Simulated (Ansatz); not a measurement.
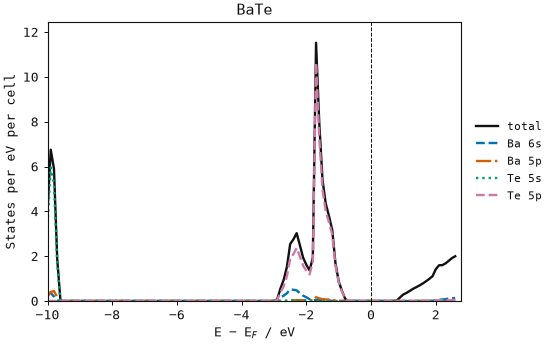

Density of states of BaTe, space group Fm-3m, 2 atoms in the cell. Ansatz 0.2.0; DFT LDA, scalar-relativistic, plane waves, PAW, no spin polarisation, 8×8×8 k mesh, 420 eV cutoff. Energies are counted from the Fermi level. The partial curves are projected on Löwdin-orthogonalised atomic shells; they sum to less than the total at higher energies, where shells without a projector contribute.

There is a gap; over the k points computed it is 1.53 eV. By projected weight, the top eV of the valence band is Te 5p almost alone. The upper group of valence states starts about 2.1 eV under the valence-band top (which lies at −0.8 eV on this axis), with a gap beneath it; it holds about 6 electrons a cell. The tallest peak in the window is at −1.7 eV; by projected weight it is Te 5p almost alone.

Spin-orbit coupling is left out, which matters for Te.
